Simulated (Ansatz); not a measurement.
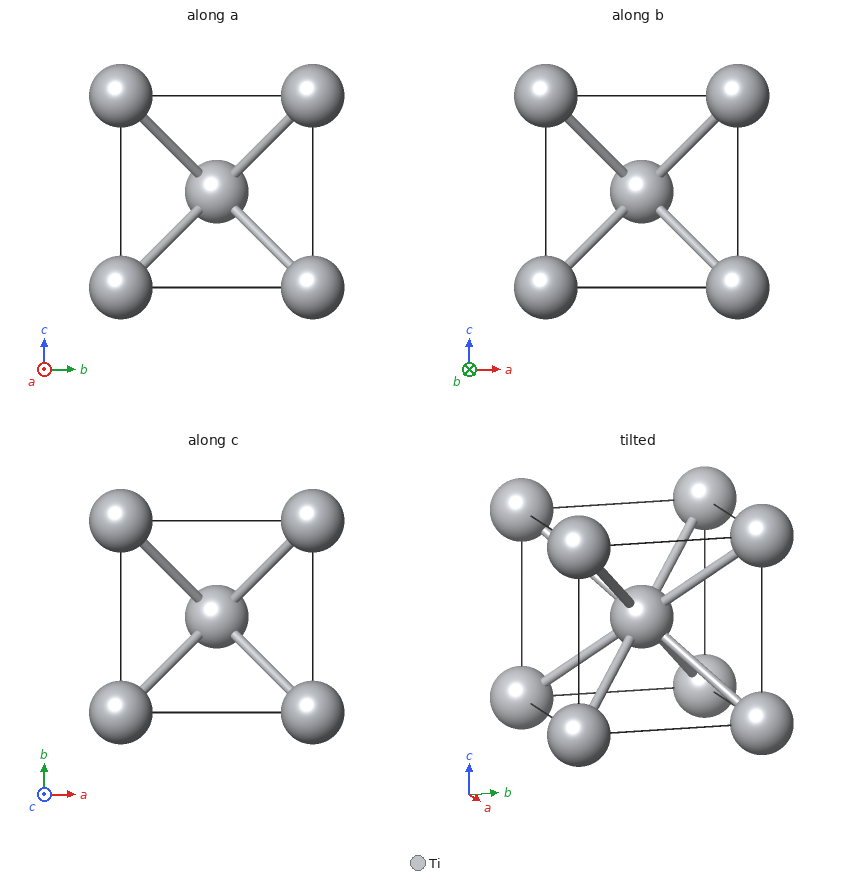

Ball-and-stick model, viewed along the a axis, along the b axis, along the c axis and slightly off an axis. One conventional unit cell is framed, with atoms on its boundary repeated.

Lattice parameters: a = 3.2563 Å, b = 3.2563 Å, c = 3.2563 Å, α = 90.000°, β = 90.000°, γ = 90.000°.

Convert the drawing into a CIF in P1 with every atom of the cell.

```cif
data_structure
_symmetry_space_group_name_H-M 'P 1'
_symmetry_Int_Tables_number 1
_cell_length_a 3.2563
_cell_length_b 3.2563
_cell_length_c 3.2563
_cell_angle_alpha 90.000
_cell_angle_beta 90.000
_cell_angle_gamma 90.000
_cell_volume 34.53
loop_
_atom_site_label
_atom_site_type_symbol
_atom_site_fract_x
_atom_site_fract_y
_atom_site_fract_z
_atom_site_occupancy
Ti1 Ti 0.0000 0.0000 0.0000 1
Ti2 Ti 0.5000 0.5000 0.5000 1
```

Starting structure: a structure type filled with this element by a generator (whether the element takes this form wasn't checked). Earlier steps of the study may have refined or changed the cell and positions. A calculation with Ansatz used it as input.
